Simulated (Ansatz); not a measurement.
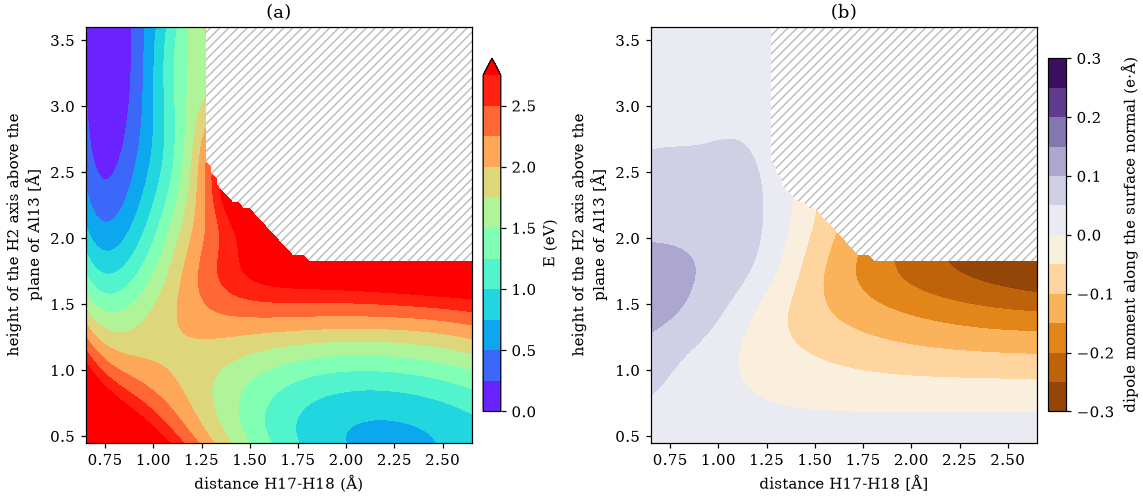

H₂ on an Al(110) slab cut from the Fm-3m phase, its upper half relaxed before the scan (16 atoms of substrate and one adsorbate in a 2 × 2 cell). H2 lies flat over one site of a rigid substrate while its bond length and height are varied; it sits over a bridge site, heights counted from the top plane, its axis along the second surface vector. The first coordinate is: distance H17-H18; the second: height of the H2 axis above the plane of Al13. The grid has 8 × 9 points. At 15 points there is no value (left out: too close to the surface, or the stretched molecule far from it). Points are written as (first, second). All energies are given in eV relative to the lowest grid point. All numbers below come from DFT PBE, scalar-relativistic, plane waves, PAW in Ansatz 0.2.0. Settings: cutoff 420 eV, k-mesh 5×4×1, gaussian smearing 0.1 eV, no spin polarisation.

Panel (a) is the energy; panel (b) is the computed dipole moment along the surface normal, in e·Å.

In the figure: filled contours, one colour for all values above the top of the scale, hatched blanks where no value was computed. Between grid points the surface is interpolated.

> How does the dipole moment along the surface normal vary over the map, and what is it at the lowest grid point?

Leaving out the highest fifth of the energies, it runs from −0.19 e·Å at (2.650 Å, 1.41 Å) to 0.11 e·Å at (0.650 Å, 1.73 Å). At the lowest grid point, (0.750 Å, 3.60 Å), it is 0.01 e·Å. That point lies on the edge of the scan.
